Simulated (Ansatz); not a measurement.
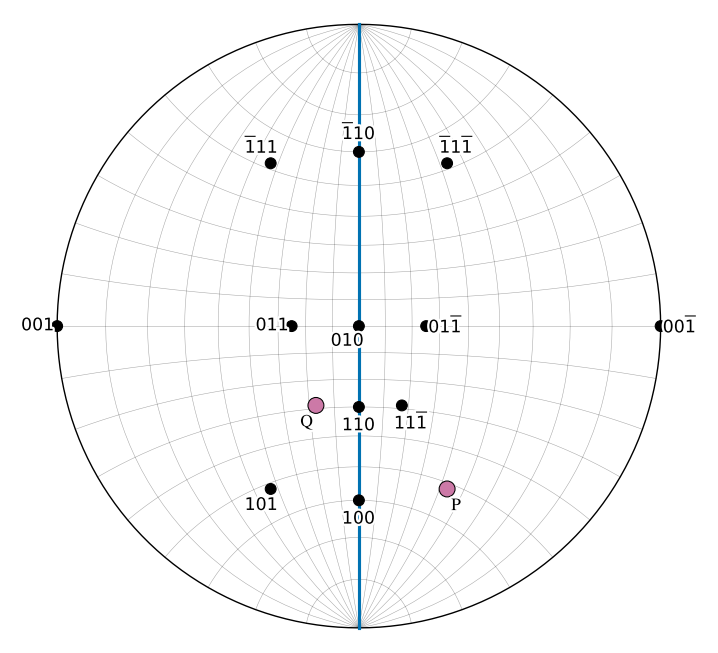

Stereographic projection of plane normals (upper hemisphere) centred on (0 1 0). Crystal: MoS₂, the input geometry of an electronic-structure calculation (not necessarily at equilibrium); the starting structure was generated, so it need not be a known form of this composition. Geometry calculated from the standardised cell; symmetry tolerance 0.002 Å.

a = 3.220 Å, b = 3.220 Å, c = 5.945 Å, α = 90.00°, β = 90.00°, γ = 120.00°.

### Index the poles marked P, Q.

P is (1 0 −1), in four indices (1 0 −1 −1), 63.1° from the centre; Q is (1 1 1), in four indices (1 1 −2 1), 33.3° from the centre.

### Which zone does the coloured great circle trace?

The zone [0 0 1]: its poles satisfy l = 0.

### What is the angle between the normals of (1 0 1) and (0 0 1), and what are their d_hkl = 1/|g|?

64.9°; d = 2.525 Å and 5.945 Å.
